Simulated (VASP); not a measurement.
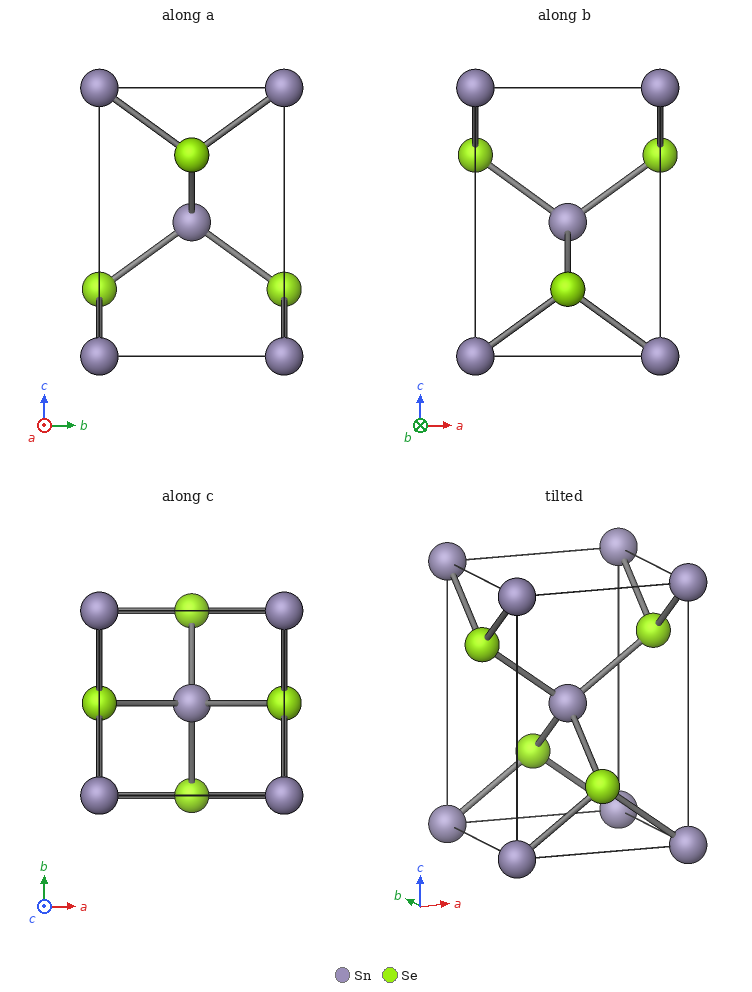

We look at a ball-and-stick model of the crystal along the a axis, along the b axis, along the c axis and slightly off an axis. The wireframe shows the conventional unit cell.

Lattice parameters: a = 4.7574 Å, b = 4.7574 Å, c = 6.9116 Å, α = 90.000°, β = 90.000°, γ = 90.000°.

Convert the drawing into a CIF with its space group and independent sites.

Answer.
```cif
data_structure
_symmetry_space_group_name_H-M 'I -4 m 2'
_symmetry_Int_Tables_number 119
_cell_length_a 4.7574
_cell_length_b 4.7574
_cell_length_c 6.9116
_cell_angle_alpha 90.000
_cell_angle_beta 90.000
_cell_angle_gamma 90.000
_cell_volume 156.43
loop_
_atom_site_label
_atom_site_type_symbol
_atom_site_symmetry_multiplicity
_atom_site_Wyckoff_symbol
_atom_site_fract_x
_atom_site_fract_y
_atom_site_fract_z
_atom_site_occupancy
Sn1 Sn 2 a 0.0000 0.0000 0.0000 1
Se1 Se 2 d 0.5000 0.0000 0.2500 1
```

Starting structure: a structure type filled with these elements by a generator (whether the compound takes this form wasn't checked). The cell was then strained or its atoms displaced on purpose. An electronic-structure calculation with VASP was run on it.
